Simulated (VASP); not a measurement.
**Geometry relaxation, with input and output: C (part 3 of 3)**

Continued. System: C (R-3m, 4 atoms in the cell). Method: Kohn-Sham DFT of a periodic cell, LDA, VASP PAW LDA potentials, recommended, no spin polarisation (VASP 6.6.1); cutoff 520 eV, 6×6×6 k-mesh, Gaussian smearing of 0.02 eV. The structure derives from a Materials Project entry.

Geometry of the input (Å; fractional positions):
```
1.2237  0.7065  6.5621
-1.2237  0.7065  6.5621
0.0000  -1.4130  6.5621
C  0.9167  0.9167  0.9167
C  0.2499  0.2499  0.2499
C  0.7501  0.7501  0.7501
C  0.0833  0.0833  0.0833
```

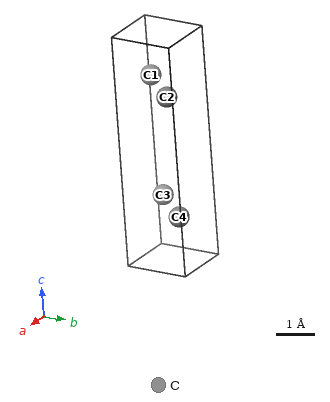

**Figure 1.** The geometry at step 5 of the log (ball-and-stick view of the reduced cell, seen slightly off an axis; atoms are numbered from 1 in the order of the input).

Parts of OUTCAR, continued:
```
 -----------------------------------------------------------------------------------
      0.00000      0.00000     18.09810         0.000000      0.000000      0.002656
      0.00000      0.00000      4.93475         0.000000      0.000000     -0.003213
      0.00000      0.00000     14.80887         0.000000     -0.000000      0.003213
      0.00000      0.00000      1.64552         0.000000     -0.000000     -0.002656
 -----------------------------------------------------------------------------------
    total drift:                               -0.000000     -0.000000      0.000000

  FREE ENERGIE OF THE ION-ELECTRON SYSTEM (eV)
  ---------------------------------------------------
  free  energy   TOTEN  =       -40.3828958546 eV

  energy  without entropy=      -40.3828958546  energy(sigma->0) =      -40.38289585

--------------------------------------- Ionic step        9  -------------------------------------------

 number of electron      15.9999999 magnetization

------------------------ aborting loop because EDIFF is reached ----------------------------------------

  FORCE on cell =-STRESS in cart. coord.  units (eV):
  Direction    XX          YY          ZZ          XY          YZ          ZX
  --------------------------------------------------------------------------------------
  -------------------------------------------------------------------------------------
  Total        0.0798081      0.0798081      0.0018411      0.0000000      0.0000000      0.0000000
  in kB        3.7447104      3.7447104      0.0863886      0.0000000      0.0000000      0.0000000
  external PRESSURE =       2.5252698 kB  Pullay stress =       0.0000000 kB

 VOLUME and BASIS-vectors are now :
 -----------------------------------------------------------------------------
  energy-cutoff  :      520.00
  volume of cell :       34.15
      direct lattice vectors                 reciprocal lattice vectors
     1.223691055  0.706498358  6.582714542     0.408599865  0.235905243  0.050637671
    -1.223691055  0.706498358  6.582714542    -0.408599865  0.235905243  0.050637671
     0.000000000 -1.412996716  6.582714542     0.000000000 -0.471810485  0.050637671

 POSITION                                       TOTAL-FORCE (eV/Angst)
 -----------------------------------------------------------------------------------
      0.00000      0.00000     18.10249        -0.000000     -0.000000     -0.006230
      0.00000      0.00000      4.93561         0.000000      0.000000      0.005509
      0.00000      0.00000     14.81253        -0.000000      0.000000     -0.005509
      0.00000      0.00000      1.64566         0.000000      0.000000      0.006230
 -----------------------------------------------------------------------------------
    total drift:                               -0.000000      0.000000      0.000000

  FREE ENERGIE OF THE ION-ELECTRON SYSTEM (eV)
  ---------------------------------------------------
  free  energy   TOTEN  =       -40.3828733514 eV

  energy  without entropy=      -40.3828733514  energy(sigma->0) =      -40.38287335

--------------------------------------- Ionic step       10  -------------------------------------------

 number of electron      15.9999999 magnetization

 Free energy of the ion-electron system (eV)
  ---------------------------------------------------
  ext. energy  EPLUGINS =         0.00000000
  ---------------------------------------------------
  free energy    TOTEN  =       -40.38289715 eV

  energy without entropy =      -40.38289715  energy(sigma->0) =      -40.38289715

 E-fermi :   4.7337     XC(G=0): -10.9187     alpha+bet :-11.9369

 val. band max:        4.6099545184   @ k =  -0.3333   0.3333   0.0000
 cond. band min:       5.0837759736   @ k =  -0.3333   0.3333   0.0000
 fundamental gap:      0.4738214552
 Fermi energy:         4.7337332718

 k-point     1 :       0.0000    0.0000    0.0000
  band No.  band energies     occupation
      1     -14.7647      2.00000
      2     -14.3955      2.00000
      3      -3.9578      2.00000
      4      -1.7003      2.00000
      5       1.8651      2.00000
      6       1.8651      2.00000
      7       1.8761      2.00000
      8       1.8761      2.00000
      9       8.8418      0.00000
     10      13.2838      0.00000
     11      13.2868      0.00000
     12      13.3146      0.00000

 k-point     2 :       0.1667   -0.0000    0.0000
  band No.  band energies     occupation
      1     -14.0960      2.00000
      2     -13.7468      2.00000
      3      -3.1277      2.00000
      4      -0.9620      2.00000
      5      -0.4155      2.00000
      6      -0.3648      2.00000
      7       0.7093      2.00000
      8       0.7254      2.00000
      9       9.6851      0.00000
     10      13.3451      0.00000
     11      13.3784      0.00000
     12      14.1938      0.00000

 k-point     3 :       0.3333    0.0000   -0.0000
  band No.  band energies     occupation
      1     -12.1231      2.00000
      2     -11.8296      2.00000
      3      -4.7476      2.00000
      4      -4.6220      2.00000
      5      -0.9284      2.00000
      6      -0.9177      2.00000
      7      -0.7405      2.00000
      8       1.1228      2.00000
      9       9.3546      0.00000
     10      10.3094      0.00000
     11      12.1491      0.00000
     12      12.8547      0.00000

 k-point     4 :       0.5000    0.0000    0.0000
  band No.  band energies     occupation
      1      -9.3164      2.00000
      2      -9.1112      2.00000
      3      -8.4699      2.00000
      4      -8.3082      2.00000
      5      -1.5682      2.00000
      6      -1.5677      2.00000
      7       1.8507      2.00000
      8       3.0670      2.00000
      9       5.8619      0.00000
     10       7.2669      0.00000
     11      12.5431      0.00000
     12      12.5502      0.00000

 k-point     5 :       0.1667    0.1667    0.0000
  band No.  band energies     occupation
      1     -14.0886      2.00000
      2     -13.7555      2.00000
      3      -3.0862      2.00000
      4      -1.0249      2.00000
      5      -0.3963      2.00000
      6      -0.3840      2.00000
      7       0.6983      2.00000
      8       0.7364      2.00000
      9       9.8054      0.00000
     10      13.3006      0.00000
     11      13.4289      0.00000
     12      14.2518      0.00000

 [... the levels of 18 k-points are left out ...]

 k-point    24 :      -0.3333    0.5000    0.1667
  band No.  band energies     occupation
      1     -10.1332      2.00000
      2     -10.0871      2.00000
      3      -6.5275      2.00000
      4      -6.3786      2.00000
      5      -3.2538      2.00000
      6      -3.1453      2.00000
      7       1.9989      2.00000
      8       2.2587      2.00000
      9       6.8937      0.00000
     10       7.9231      0.00000
     11      14.8250      0.00000
     12      15.3180      0.00000

 [... further k-points ...]

------------------------ aborting loop because EDIFF is reached ----------------------------------------

  FORCE on cell =-STRESS in cart. coord.  units (eV):
  Direction    XX          YY          ZZ          XY          YZ          ZX
  --------------------------------------------------------------------------------------
  -------------------------------------------------------------------------------------
  Total        0.0036276      0.0036276      0.0037124      0.0000000      0.0000000      0.0000000
  in kB        0.1701493      0.1701493      0.1741269      0.0000000      0.0000000      0.0000000
  external PRESSURE =       0.1714752 kB  Pullay stress =       0.0000000 kB

 VOLUME and BASIS-vectors are now :
 -----------------------------------------------------------------------------
  energy-cutoff  :      520.00
  volume of cell :       34.16
      direct lattice vectors                 reciprocal lattice vectors
     1.224025080  0.706691208  6.581489873     0.408488362  0.235840866  0.050647094
    -1.224025080  0.706691208  6.581489873    -0.408488362  0.235840866  0.050647094
     0.000000000 -1.413382416  6.581489873     0.000000000 -0.471681732  0.050647094

 POSITION                                       TOTAL-FORCE (eV/Angst)
 -----------------------------------------------------------------------------------
      0.00000      0.00000     18.09892         0.000000      0.000000      0.001084
      0.00000      0.00000      4.93491        -0.000000     -0.000000     -0.001662
      0.00000      0.00000     14.80956         0.000000     -0.000000      0.001662
      0.00000      0.00000      1.64555        -0.000000     -0.000000     -0.001084
 -----------------------------------------------------------------------------------
    total drift:                                0.000000      0.000000     -0.000000

  FREE ENERGIE OF THE ION-ELECTRON SYSTEM (eV)
  ---------------------------------------------------
  free  energy   TOTEN  =       -40.3828971545 eV

  energy  without entropy=      -40.3828971545  energy(sigma->0) =      -40.38289715

 reached required accuracy - stopping structural energy minimisation
```

CONTCAR:
```
C
   1.00000000000000
     1.2240250804986204    0.7066912082306051    6.5814898733595300
    -1.2240250804986204    0.7066912082306051    6.5814898733595300
     0.0000000000000000   -1.4133824164612101    6.5814898733595300
  C
     4
Direct
     0.9166577426243278    0.9166577426243278    0.9166577426243278
     0.2499389563864774    0.2499389563864774    0.2499389563864774
     0.7500610436135227    0.7500610436135227    0.7500610436135227
     0.0833422573756723    0.0833422573756723    0.0833422573756723

  0.00000000E+00  0.00000000E+00  0.00000000E+00
  0.00000000E+00  0.00000000E+00  0.00000000E+00
  0.00000000E+00  0.00000000E+00  0.00000000E+00
  0.00000000E+00  0.00000000E+00  0.00000000E+00
```

Trajectory as extended XYZ (Å, eV, eV/Å), 10 frames, from step=0 to step=9:
```
4
Lattice="1.2237 0.7065 6.5621 -1.2237 0.7065 6.5621 0.0000 -1.4130 6.5621" Properties=species:S:1:pos:R:3:forces:R:3 step=0 energy=-40.38282
C     0.0000    0.0000   18.0454    0.0000   0.0000   0.0000
C     0.0000    0.0000    4.9201    0.0000   0.0000   0.0012
C     0.0000    0.0000   14.7661    0.0000   0.0000  -0.0012
C     0.0000    0.0000    1.6408    0.0000   0.0000   0.0000
4
Lattice="1.2248 0.7072 6.5647 -1.2248 0.7072 6.5647 0.0000 -1.4143 6.5647" Properties=species:S:1:pos:R:3:forces:R:3 step=1 energy=-40.38273
C     0.0000    0.0000   18.0527    0.0000   0.0000   0.0010
C     0.0000    0.0000    4.9221    0.0000   0.0000   0.0002
C     0.0000    0.0000   14.7721    0.0000   0.0000  -0.0002
C     0.0000    0.0000    1.6415    0.0000   0.0000  -0.0010
4
Lattice="1.2241 0.7067 6.5629 -1.2241 0.7067 6.5629 0.0000 -1.4134 6.5629" Properties=species:S:1:pos:R:3:forces:R:3 step=2 energy=-40.38284
C     0.0000    0.0000   18.0478    0.0000   0.0000   0.0003
C     0.0000    0.0000    4.9208    0.0000   0.0000   0.0009
C     0.0000    0.0000   14.7681    0.0000   0.0000  -0.0009
C     0.0000    0.0000    1.6410    0.0000   0.0000  -0.0003
4
Lattice="1.2241 0.7067 6.5657 -1.2241 0.7067 6.5657 0.0000 -1.4134 6.5657" Properties=species:S:1:pos:R:3:forces:R:3 step=3 energy=-40.38286
C     0.0000    0.0000   18.0553    0.0000   0.0000   0.0007
C     0.0000    0.0000    4.9229    0.0000   0.0000   0.0003
C     0.0000    0.0000   14.7742    0.0000   0.0000  -0.0003
C     0.0000    0.0000    1.6417    0.0000   0.0000  -0.0007
4
Lattice="1.2241 0.7067 6.5739 -1.2241 0.7067 6.5739 0.0000 -1.4134 6.5739" Properties=species:S:1:pos:R:3:forces:R:3 step=4 energy=-40.38288
C     0.0000    0.0000   18.0780    0.0000   0.0000   0.0017
C     0.0000    0.0000    4.9292    0.0000   0.0000  -0.0016
C     0.0000    0.0000   14.7926    0.0000   0.0000   0.0016
C     0.0000    0.0000    1.6437    0.0000   0.0000  -0.0017
4
Lattice="1.2241 0.7068 6.5904 -1.2241 0.7068 6.5904 0.0000 -1.4135 6.5904" Properties=species:S:1:pos:R:3:forces:R:3 step=5 energy=-40.38289
C     0.0000    0.0000   18.1235    0.0000   0.0000   0.0038
C     0.0000    0.0000    4.9418    0.0000   0.0000  -0.0053
C     0.0000    0.0000   14.8294    0.0000   0.0000   0.0053
C     0.0000    0.0000    1.6478    0.0000   0.0000  -0.0038
4
Lattice="1.2241 0.7067 6.5863 -1.2241 0.7067 6.5863 0.0000 -1.4135 6.5863" Properties=species:S:1:pos:R:3:forces:R:3 step=6 energy=-40.38290
C     0.0000    0.0000   18.1122    0.0000   0.0000   0.0033
C     0.0000    0.0000    4.9387    0.0000   0.0000  -0.0044
C     0.0000    0.0000   14.8203    0.0000   0.0000   0.0044
C     0.0000    0.0000    1.6468    0.0000   0.0000  -0.0033
4
Lattice="1.2241 0.7067 6.5812 -1.2241 0.7067 6.5812 0.0000 -1.4135 6.5812" Properties=species:S:1:pos:R:3:forces:R:3 step=7 energy=-40.38290
C     0.0000    0.0000   18.0981    0.0000   0.0000   0.0027
C     0.0000    0.0000    4.9348    0.0000   0.0000  -0.0032
C     0.0000    0.0000   14.8089    0.0000   0.0000   0.0032
C     0.0000    0.0000    1.6455    0.0000   0.0000  -0.0027
4
Lattice="1.2237 0.7065 6.5827 -1.2237 0.7065 6.5827 0.0000 -1.4130 6.5827" Properties=species:S:1:pos:R:3:forces:R:3 step=8 energy=-40.38287
C     0.0000    0.0000   18.1025    0.0000   0.0000  -0.0062
C     0.0000    0.0000    4.9356    0.0000   0.0000   0.0055
C     0.0000    0.0000   14.8125    0.0000   0.0000  -0.0055
C     0.0000    0.0000    1.6457    0.0000   0.0000   0.0062
4
Lattice="1.2240 0.7067 6.5815 -1.2240 0.7067 6.5815 0.0000 -1.4134 6.5815" Properties=species:S:1:pos:R:3:forces:R:3 step=9 energy=-40.38290
C     0.0000    0.0000   18.0989    0.0000   0.0000   0.0011
C     0.0000    0.0000    4.9349    0.0000   0.0000  -0.0017
C     0.0000    0.0000   14.8096    0.0000   0.0000   0.0017
C     0.0000    0.0000    1.6455    0.0000   0.0000  -0.0011
```

Results in brief:

| quantity | value |
| --- | --- |
| outcome | converged |
| space group (tolerance 0.01 Å) | R-3m (166) |
| electrons treated | 16 |
| free energy | −40.3829 eV |
| gap on the k-point mesh | 0.47 eV |
| pressure | 0.02 GPa |
| final volume | 34.16 Å³ |
| largest force (length of the vector) at the end | 0.002 eV/Å |
| final cell | a = 6.732 Å, b = 6.732 Å, c = 6.732 Å, α = 20.95°, β = 20.95°, γ = 20.95° |
| hardware | 4 threads of AMD EPYC (Zen 3), 1656 GiB of memory available, shared host |
| wall time | 2.3 min (CPU time 8.9 min) |
| peak memory | 0.23 GiB |
